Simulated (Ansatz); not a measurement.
**Energy of AgCl along a strain of the cell**

System: AgCl (Immm, 2 atoms in the cell).
Method: DFT PBE, scalar-relativistic, plane waves, PAW, no spin polarisation (Ansatz 0.2.0).

The 7 runs differ only in the geometry, by a strain of the cell at fixed fractional positions. Against run 4, the strain is εxx = −0.01 η, εxz = η and εzz = −0.01 η. The structure derives from an entry of the Crystallography Open Database.

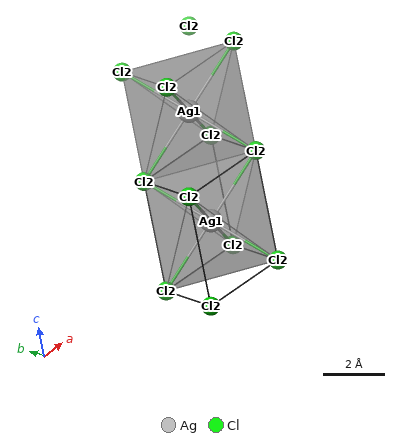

Figure 1. The structure of run 4 (polyhedral view of the reduced cell, repeated 1 × 1 × 2, seen slightly off an axis; polyhedra are completed across the faces of the cell; atoms are numbered from 1 in the order of the input). An atom can appear more than once, as a periodic image.

### Input of run 4
```yaml
crystal:
  lattice:
    - [0.020798625, 2.77315, 2.77315]
    - [2.793948625, 0.0, 2.793948625]
    - [2.77315, 2.77315, 0.020798625]
  atoms:
    - { symbol: Ag, position: [0.5, 0.5, 0.5] }
    - { symbol: Cl, position: [0.0, 0.0, 0.0] }
basis:
  ecutwfc: 420
kpoints:
  mp_grid: { grid: [8, 8, 8] }
hamiltonian:
  xc: pbe
scf:
  occupations: { method: gaussian, width: 0.05 }
output:
  forces: true
  stress: true
  eigenvalues: true
```

Command:
```bash
ansatz run input.yaml --threads 1 --pin off --max-ram 2560MiB --backend cpu --events-out ev --progress --plain --runs-dir out
```

Lattice vectors (Å) and fractional positions of run 4:
```
   0.020799    2.773150    2.773150
   2.793949    0.000000    2.793949
   2.773150    2.773150    0.020799
Ag  0.500000  0.500000  0.500000
Cl  0.000000  0.000000  0.000000
```

Run 3 differs from it as follows:
```diff
-    - [0.020798625, 2.77315, 2.77315]
-    - [2.793948625, 0.0, 2.793948625]
-    - [2.77315, 2.77315, 0.020798625]
+    - [0.0103993125, 2.77315, 2.77315]
+    - [2.7835493125, 0.0, 2.7835493125]
+    - [2.77315, 2.77315, 0.0103993125]
```

### Results, with one run withheld

```csv
run,strain parameter η (%),"free energy per atom, from the lowest run given (meV)",pressure (GPa),gap on the mesh (eV)
1,−3.7502,1.39,1.59,0.85
2,−2.2501,0.27,1.61,0.88
3,−0.3750,?,?,?
4,0.0000,0.00,1.61,0.90
5,0.3750,0.11,1.61,0.89
6,1.5001,0.73,1.60,0.87
7,1.8751,1.04,1.60,0.86
```

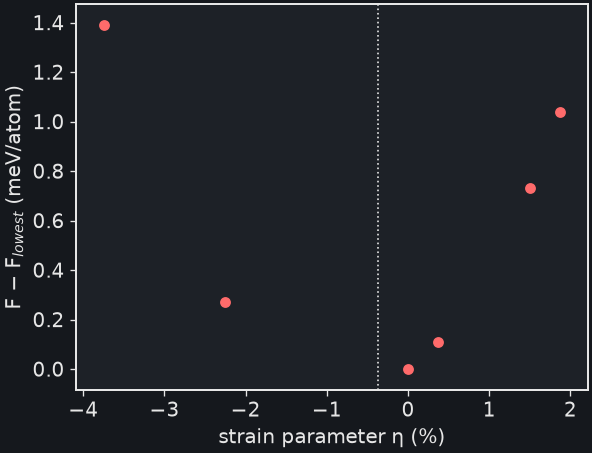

Figure 2. Free energy per atom of the runs given; the dotted line marks run 3.

Fit the runs given and predict run 3.

A cubic polynomial in the coordinate, fitted to the 6 runs given, misses them by at most 0.01 meV per atom. With x = η + 0.3750, it reads F = −0.074464 + 0.12497 x + 0.16446 x² − 0.00031855 x³ (meV per atom). At run 3 it gives −0.07 meV per atom, and the run itself gives −0.07. The fit has its minimum at η = −0.7545 %. The gap on the mesh lies between 0.85 eV (run 1) and 0.90 eV (run 3); run 3 has 0.90 eV. These are gaps of this functional on this mesh, which can miss the band edges; they aren't the measured gap.

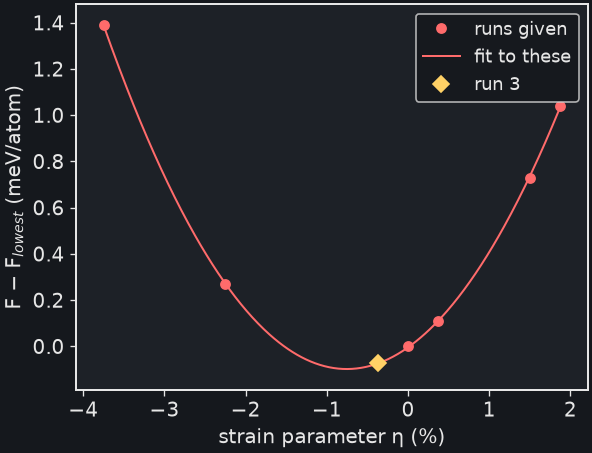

Figure 3. The fit and the withheld run.

### Output, shortened to warnings, some set-up lines, iterations and results (run 3)
```
Basis set: ecut = 420 eV, 869 PW (Γ), exchange–correlation on 54×54×54 points (8 copies of the dense FFT grid, shifted against one another)
Symmetry: 8 space group operations
k-points: 95 of 512
Initial density: superposition of atomic densities (neutral atoms: chi_scale 0, normalization atom), corrected by the library's trained network
[...]
SCF iter   1: F=—  HF=-8670.890451 eV  |F-HF|=—  |Δ(HF+E_count)|=         —  Δρ=5.72e-4  dr2=8.53e-5  ethr=1.77e-3  ⟨swp⟩=5.6  Hψ=7734  notcnv=0
SCF iter   2: F=—  HF=-8670.891117 eV  |F-HF|=—  |Δ(HF+E_count)|=   6.66e-4  Δρ=2.26e-4  dr2=1.36e-5  ethr=3.28e-7  ⟨swp⟩=3.0  Hψ=4051  notcnv=0
SCF iter   3: F=—  HF=-8670.891128 eV  |F-HF|=—  |Δ(HF+E_count)|=   1.05e-5  Δρ=1.25e-4  dr2=2.57e-6  ethr=5.21e-8  ⟨swp⟩=2.0  Hψ=2405  notcnv=0
SCF iter   4: F=—  HF=-8670.891134 eV  |F-HF|=—  |Δ(HF+E_count)|=   6.02e-6  Δρ=4.96e-5  dr2=4.30e-7  ethr=9.89e-9  ⟨swp⟩=2.1  Hψ=2364  notcnv=0
SCF iter   5: F=-8670.891135 eV  HF=-8670.891135 eV  |F-HF|=7.22e-8  |Δ(HF+E_count)|=   1.34e-6  Δρ=1.08e-5  dr2=2.02e-8  ethr=1.65e-9  ⟨swp⟩=2.0  Hψ=2470  notcnv=0
SCF iter   6: F=-8670.891135 eV  HF=-8670.891135 eV  |F-HF|=2.24e-9  |Δ(HF+E_count)|=   8.15e-8  Δρ=5.16e-6  dr2=8.05e-9  ethr=7.75e-11  ⟨swp⟩=2.0  Hψ=5239  notcnv=0
SCF 1 converged in 6 iterations: F = -8670.891135 eV  dr2 = 8.05e-9
SCF converged after 6 iterations
Free energy (F): -8670.891135 eV
Harris-Foulkes:  -8670.891135 eV  (|F-HF|=2.24e-9)
Internal energy: -8670.891135 eV  (E = F + TS)
E sigma→0 (E₀):  -8670.891135 eV
Fermi energy:    8.563473 eV
--- Per-component energies (eV) ---
  E_band       = -358.447492
  E_kinetic    = 689.395785
  E_local      = -3210.569080  (includes V_loc(G=0)·N_el)
  E_nonlocal   = 112.624486
  E_hartree    = 1409.102360
  E_xc         = -290.089541
  E_vxc        = -354.320618  (∫ρ·V_xc dr)
  E_paw        = -4564.835395  (= ΣΔE_a)
  E_vpaw       = -413.777101  (= ΣTr[D̂ρ^β])
  E_aug_tail   = 0.000409  (compensation charges beyond the density's cutoff)
  E_ewald      = -2816.520158
  E_smearing   = -0.000000  (= −TS)
  E_closure    = 0.000000  (closes the sum)
  Σ components = -8670.891135   (vs F -8670.891135, Δ=0.00e0)
--- Forces (eV/Å), atoms counted from 1 ---
  atom   1  Ag     0.00000000     0.00000000     0.00000000
  atom   2  Cl    -0.00000000     0.00000000     0.00000000
  max |Σ_I F_I| component: 5.05e-29 eV/Å
--- Stress (GPa, compression-positive) ---
        1.612840       0.000000      -0.039745
        0.000000       1.612213      -0.000000
       -0.039745      -0.000000       1.612840
  P = ⅓ Tr σ = 1.6126 GPa (16.126 kbar)
```
